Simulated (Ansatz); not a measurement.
Geometry relaxation, with input and output: C (part 2 of 2)

Continued. System: C (P6₃/mmc, 8 atoms in the cell). Method: DFT PBE, scalar-relativistic, plane waves, PAW, no spin polarisation (Ansatz 0.2.0); cutoff 420 eV, 12×12×4 k-mesh, Gaussian smearing of 0.02 eV. The structure derives from an entry of the Crystallography Open Database.

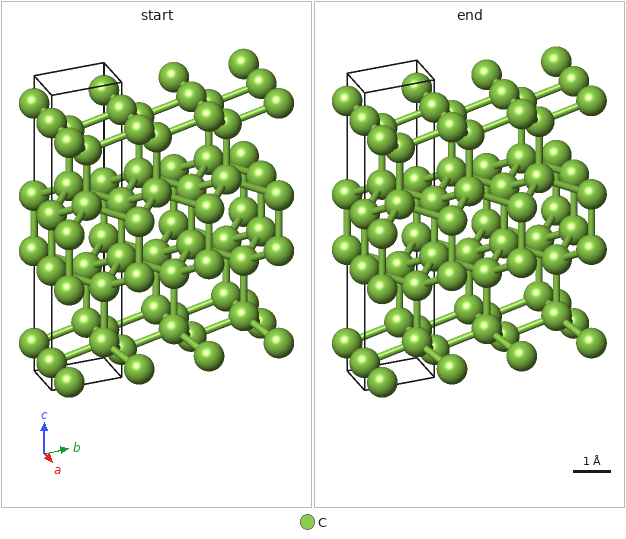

Fig. 1: Before (left) and after (right) the relaxation, at one scale (ball-and-stick view of the cell of the calculation, repeated 2 × 3 × 1, seen slightly off an axis). After 4 geometry steps the energy has fallen by 20.6 meV per cell of the calculation. Largest force component: 0.33 eV/Å at the start, 0.00031 eV/Å at the end. The pressure goes from 2.26 to 0.01 GPa. The basis was re-selected once at an unchanged geometry, which shifts the energy a little without any move. The largest moves relative to the cell, 0.006 Å, are those of C1, C2, C3 and C4. The drawn cell changes as follows: a = b 2.522 → 2.518 Å (−0.2 %), c 8.237 → 8.305 Å (+0.8 %); the volume changes by +0.5 %. Among the contacts that change: C5–C7 1.544 → 1.569 Å. The space group stays P6_3/mmc (No. 194). The energy change given includes the shifts at the re-selections in mid-walk, which come without any move. A last SCF at the same geometry on a re-selected plane-wave basis shifts the energy by next to nothing (0.0 meV per cell of the calculation). (Atoms are counted from 1 in the order of the input.)

```
basis re-selected at this cell: Δ(F+E_penalty+E_count) = -1.228e-5 eV, ΔP = +0.000 GPa vs the last step (what re-selecting the basis moved, of the pressure what is left beyond the Pulay correction that the steps carried, after the strain that the cell walked since its last selection, with what the two solves' SCF thresholds leave and, on support functions, any second-order correction that the steps lacked; it is no measure of the basis error at this ecutwfc). This SCF's stress stands 8.39e-3 GPa from its target on what of the cell is left free (relax.cell.stress_tol is 5.00e-2 GPa) and its largest allowed force component is 3.07e-4 eV/Å (relax.f_tol is 5.00e-3 eV/Å): within both
SCF converged after 6 iterations
Free energy (F): -2006.390095 eV
Harris-Foulkes:  -2006.390095 eV  (|F-HF|=0.00e0)
Internal energy: -2006.390095 eV  (E = F + TS)
E sigma→0 (E₀):  -2006.390095 eV
Fermi energy:    15.625593 eV
--- Per-component energies (eV) ---
  E_band       = 136.856080
  E_kinetic    = 736.725272
  E_local      = -492.904948  (includes V_loc(G=0)·N_el)
  E_nonlocal   = 213.111201
  E_hartree    = 108.235720
  E_xc         = -389.416157
  E_vxc        = -483.425680  (∫ρ·V_xc dr)
  E_paw        = -793.628995  (= ΣΔE_a)
  E_vpaw       = -53.121277  (= ΣTr[D̂ρ^β])
  E_aug_tail   = 0.000070  (compensation charges beyond the density's cutoff)
  E_ewald      = -1388.512258
  E_smearing   = -0.000000  (= −TS)
  E_closure    = -0.000000  (closes the sum)
  Σ components = -2006.390095   (vs F -2006.390095, Δ=0.00e0)
--- Forces (eV/Å), atoms counted from 1 ---
  atom   1  C     -0.00000000    -0.00000000     0.00030722
  atom   2  C      0.00000000     0.00000000     0.00030722
  atom   3  C      0.00000000    -0.00000000    -0.00030722
  atom   4  C     -0.00000000     0.00000000    -0.00030722
  atom   5  C      0.00000000     0.00000000    -0.00027619
  atom   6  C     -0.00000000    -0.00000000    -0.00027619
  atom   7  C      0.00000000     0.00000000     0.00027619
  atom   8  C      0.00000000    -0.00000000     0.00027619
  max |Σ_I F_I| component: 3.70e-17 eV/Å
--- Stress (GPa, compression-positive) ---
        0.008387      -0.000000       0.000000
       -0.000000       0.008387       0.000000
        0.000000       0.000000       0.006232
  P = ⅓ Tr σ = 0.0077 GPa (0.077 kbar)
--- Band table (eV; the first three rows and the last of 57) ---
  k-point 0: bands = ["-8.1994", "-6.5631", "-6.4596", "-2.5549", "-0.1084", "6.5308", "6.6249", "10.4292", "10.4292", "11.5240", "11.5240", "11.6311", "11.6311", "13.1355", "13.3546", "13.3546", "18.6552", "18.6552", "18.8225", "20.4667", "20.4667", "20.9362", "21.2587", "21.2587"]
  k-point 1: bands = ["-8.0930", "-7.2467", "-5.5807", "-3.2957", "0.8108", "4.4885", "8.7055", "10.5057", "10.5057", "11.0942", "11.0942", "12.1398", "12.1398", "12.4118", "13.1689", "13.1689", "18.8757", "18.8757", "19.2457", "20.0682", "20.0682", "20.6745", "21.5598", "21.5598"]
  k-point 2: bands = ["-7.7745", "-7.7745", "-4.4812", "-4.4812", "2.5259", "2.5259", "10.7313", "10.7313", "10.7313", "10.7313", "10.7401", "10.7401", "12.7082", "12.7082", "12.7082", "12.7082", "19.4209", "19.4209", "19.4209", "19.4209", "20.0353", "20.0353", "21.6944", "21.6944"]
  k-point 56: bands = ["-0.8368", "-0.8368", "-0.6189", "-0.6189", "1.6647", "1.6647", "2.3795", "2.3795", "4.0182", "4.0182", "4.8355", "4.8355", "7.9447", "7.9447", "8.2901", "8.2901", "18.4995", "18.4995", "23.0548", "23.0548", "24.0426", "24.0426", "25.0272", "25.0272"]
--- Relaxed structure (5 steps of the walk, 5 accepted, 2 SCFs on fresh bases) ---
  F+E_penalty+E_count = -2006.39009522 eV   max|allowed force component| = 3.072e-4 eV/Å   (the final SCF, on the basis selected at the relaxed cell)
  cell:  # Å, volume = 45.6002 Å³
    - [2.518018491432807, -2.88208019417346e-11, 0.0]
    - [-1.259009245691444, 2.1806679807941904, 0.0]
    - [0.0, 0.0, 8.304588182326736]
  atoms:
    - { symbol: C, position: [-1.2710478035015734e-33, -1.8930169807378103e-33, 0.09296816411144977] }
    - { symbol: C, position: [1.1776298879550082e-33, 1.935267723634764e-33, 0.5929681641114495] }
    - { symbol: C, position: [-5.593891366571571e-34, -2.098759728754366e-33, 0.40703183588855013] }
    - { symbol: C, position: [1.176066148120969e-33, 2.339405264400025e-33, 0.90703183588855] }
    - { symbol: C, position: [0.3333333333333332, 0.6666666666666665, 0.15552856258067974] }
    - { symbol: C, position: [0.6666666666666666, 0.33333333333333326, 0.6555285625806797] }
    - { symbol: C, position: [0.3333333333333332, 0.6666666666666665, 0.34447143741932] }
    - { symbol: C, position: [0.6666666666666666, 0.33333333333333326, 0.8444714374193198] }
```

### Trajectory as extended XYZ (Å, eV, eV/Å), 7 frames, from step=1 to step=7
```
8
Lattice="2.5221 0.0000 0.0000 -1.2610 2.1842 0.0000 0.0000 0.0000 8.2371" Properties=species:S:1:pos:R:3:forces:R:3 step=1 energy=-2006.36950 pressure_GPa=2.26
C     0.0000    0.0000    0.7722    0.0000   0.0000  -0.3294
C     0.0000    0.0000    4.8908    0.0000   0.0000  -0.3294
C     0.0000    0.0000    3.3463    0.0000   0.0000   0.3294
C     0.0000    0.0000    7.4649    0.0000   0.0000   0.3294
C     0.0000    1.4561    1.2870    0.0000   0.0000  -0.3181
C     1.2610    0.7281    5.4056    0.0000   0.0000  -0.3181
C     0.0000    1.4561    2.8315    0.0000   0.0000   0.3181
C     1.2610    0.7281    6.9501    0.0000   0.0000   0.3181
8
Lattice="2.5142 0.0000 0.0000 -1.2571 2.1773 0.0000 0.0000 0.0000 8.3137" Properties=species:S:1:pos:R:3:forces:R:3 step=2 energy=-2006.38343 pressure_GPa=0.76
C     0.0000    0.0000    0.7720    0.0000   0.0000   0.1278
C     0.0000    0.0000    4.9289    0.0000   0.0000   0.1278
C     0.0000    0.0000    3.3849    0.0000   0.0000  -0.1278
C     0.0000    0.0000    7.5417    0.0000   0.0000  -0.1278
C     0.0000    1.4515    1.2992    0.0000   0.0000  -0.3603
C     1.2571    0.7258    5.4561    0.0000   0.0000  -0.3603
C     0.0000    1.4515    2.8577    0.0000   0.0000   0.3603
C     1.2571    0.7258    7.0145    0.0000   0.0000   0.3603
8
Lattice="2.5175 0.0000 0.0000 -1.2587 2.1802 0.0000 0.0000 0.0000 8.2995" Properties=species:S:1:pos:R:3:forces:R:3 step=3 energy=-2006.38751 pressure_GPa=0.39
C     0.0000    0.0000    0.7715    0.0000   0.0000   0.0441
C     0.0000    0.0000    4.9212    0.0000   0.0000   0.0441
C     0.0000    0.0000    3.3782    0.0000   0.0000  -0.0441
C     0.0000    0.0000    7.5280    0.0000   0.0000  -0.0441
C     0.0000    1.4535    1.2941    0.0000   0.0000  -0.1892
C     1.2587    0.7267    5.4438    0.0000   0.0000  -0.1892
C     0.0000    1.4535    2.8557    0.0000   0.0000   0.1892
C     1.2587    0.7267    7.0054    0.0000   0.0000   0.1892
8
Lattice="2.5180 0.0000 0.0000 -1.2590 2.1807 0.0000 0.0000 0.0000 8.3034" Properties=species:S:1:pos:R:3:forces:R:3 step=4 energy=-2006.38854 pressure_GPa=0.01
C     0.0000    0.0000    0.7720    0.0000   0.0000  -0.0008
C     0.0000    0.0000    4.9237    0.0000   0.0000  -0.0008
C     0.0000    0.0000    3.3798    0.0000   0.0000   0.0008
C     0.0000    0.0000    7.5315    0.0000   0.0000   0.0008
C     0.0000    1.4538    1.2914    0.0000   0.0000  -0.0003
C     1.2590    0.7269    5.4432    0.0000   0.0000  -0.0003
C     0.0000    1.4538    2.8603    0.0000   0.0000   0.0003
C     1.2590    0.7269    7.0120    0.0000   0.0000   0.0003
8
Lattice="2.5180 0.0000 0.0000 -1.2590 2.1807 0.0000 0.0000 0.0000 8.3034" Properties=species:S:1:pos:R:3:forces:R:3 step=5 energy=-2006.39012 pressure_GPa=0.07
C     0.0000    0.0000    0.7720    0.0000   0.0000   0.0007
C     0.0000    0.0000    4.9237    0.0000   0.0000   0.0007
C     0.0000    0.0000    3.3798    0.0000   0.0000  -0.0007
C     0.0000    0.0000    7.5315    0.0000   0.0000  -0.0007
C     0.0000    1.4538    1.2914    0.0000   0.0000  -0.0013
C     1.2590    0.7269    5.4432    0.0000   0.0000  -0.0013
C     0.0000    1.4538    2.8603    0.0000   0.0000   0.0013
C     1.2590    0.7269    7.0120    0.0000   0.0000   0.0013
8
Lattice="2.5180 0.0000 0.0000 -1.2590 2.1807 0.0000 0.0000 0.0000 8.3046" Properties=species:S:1:pos:R:3:forces:R:3 step=6 energy=-2006.39008 pressure_GPa=0.01
C     0.0000    0.0000    0.7721    0.0000   0.0000   0.0003
C     0.0000    0.0000    4.9244    0.0000   0.0000   0.0003
C     0.0000    0.0000    3.3802    0.0000   0.0000  -0.0003
C     0.0000    0.0000    7.5325    0.0000   0.0000  -0.0003
C     0.0000    1.4538    1.2916    0.0000   0.0000  -0.0003
C     1.2590    0.7269    5.4439    0.0000   0.0000  -0.0003
C     0.0000    1.4538    2.8607    0.0000   0.0000   0.0003
C     1.2590    0.7269    7.0130    0.0000   0.0000   0.0003
8
Lattice="2.5180 0.0000 0.0000 -1.2590 2.1807 0.0000 0.0000 0.0000 8.3046" Properties=species:S:1:pos:R:3:forces:R:3 step=7 energy=-2006.39009 pressure_GPa=0.01
C     0.0000    0.0000    0.7721    0.0000   0.0000   0.0003
C     0.0000    0.0000    4.9244    0.0000   0.0000   0.0003
C     0.0000    0.0000    3.3802    0.0000   0.0000  -0.0003
C     0.0000    0.0000    7.5325    0.0000   0.0000  -0.0003
C     0.0000    1.4538    1.2916    0.0000   0.0000  -0.0003
C     1.2590    0.7269    5.4439    0.0000   0.0000  -0.0003
C     0.0000    1.4538    2.8607    0.0000   0.0000   0.0003
C     1.2590    0.7269    7.0130    0.0000   0.0000   0.0003
```

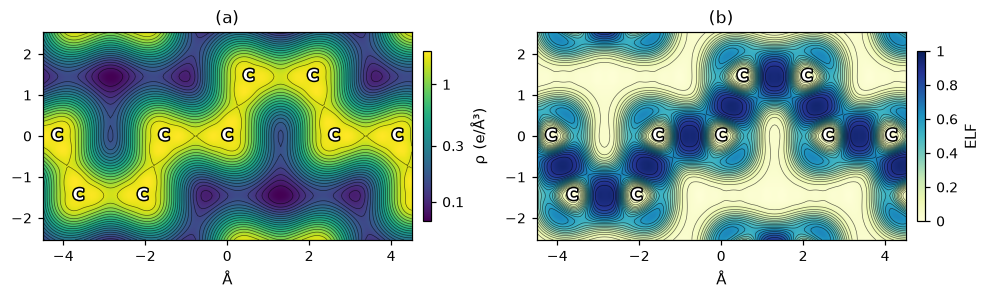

Fig. 2: (a) valence charge density (pseudo); (b) electron localisation function on the (110) plane of the conventional cell. Atoms in the plane: C. C–C (1.54 Å): ρ is about 1.6 e/Å³ halfway; the ELF peaks at about 0.95 between the atoms, which marks a covalent bond. Away from the nuclei the density in this plane falls to 0.07 e/Å³ at its lowest. The fields are those of the smooth PAW valence density.

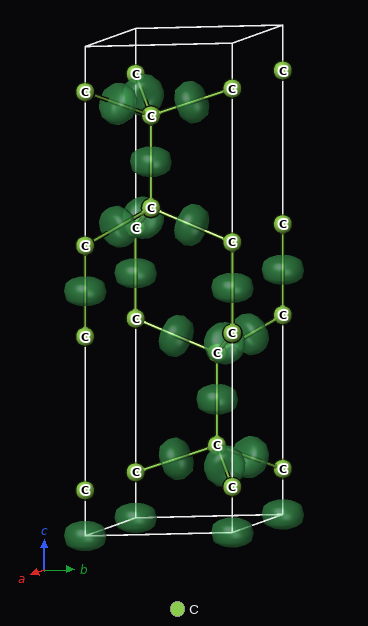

Fig. 3: Isosurface of the electron localisation function at 0.85 (green), seen slightly off an axis. Only the valence region is drawn (cores and ρ < 0.01 e/Å³ removed). Sticks mark near contacts. The outline is the cell set on symmetry axes. The ELF exceeds this value in 16 regions between bonded C–C atoms (shared pairs), counted in one cell of 8 atoms. Profiles from the grid: C–C (1.54 Å): the ELF peaks at about 0.95 between the atoms, which marks localised, shared-pair bonding.

The run was set up as follows.

### Input
```yaml
crystal:
  lattice:
    - [2.5220988435, 0.0, 0.0]
    - [-1.2610494217, 2.1842016693, 0.0]
    - [0.0, 0.0, 8.2371]
  atoms:
    - { symbol: C, position: [0.0, 0.0, 0.09375] }
    - { symbol: C, position: [0.0, 0.0, 0.59375] }
    - { symbol: C, position: [0.0, 0.0, 0.40625] }
    - { symbol: C, position: [0.0, 0.0, 0.90625] }
    - { symbol: C, position: [0.3333333333, 0.6666666667, 0.15625] }
    - { symbol: C, position: [0.6666666667, 0.3333333333, 0.65625] }
    - { symbol: C, position: [0.3333333333, 0.6666666667, 0.34375] }
    - { symbol: C, position: [0.6666666667, 0.3333333333, 0.84375] }
basis:
  ecutwfc: 420
kpoints:
  mp_grid: { grid: [12, 12, 4] }
hamiltonian:
  xc: pbe
scf:
  occupations: { method: gaussian, width: 0.02 }
output:
  forces: true
  stress: true
  eigenvalues: true
  write_density: true
  write_potential: true
  elf: true
  volumetric_format: npy
relax:
  adjacent_minimum: "off"
  f_tol: 0.005
  max_steps: 80
  cell: { stress_tol: 0.05 }
```

Command:
```bash
ansatz run input.yaml --threads 4 --pin off --max-ram 9216MiB --backend cpu --events-out ev --progress --plain --runs-dir out
```

### Summary

```tsv
quantity	value
outcome	converged
space group (tolerance 0.01 Å)	P6₃/mmc (194)
electrons treated	32
free energy	−2006.3901 eV
Fermi energy	15.626 eV
gap on the k-point mesh	4.54 eV
pressure	0.01 GPa
final volume	45.60 Å³
largest force (length of the vector) at the end	under 0.001 eV/Å
final cell	a = 2.518 Å, b = 2.518 Å, c = 8.305 Å, α = 90.00°, β = 90.00°, γ = 120.00°
hardware	4 threads of Arm Neoverse N1, 24 GiB of memory available, shared host
wall time	12 s (CPU time 45 s)
peak memory	0.36 GiB
```
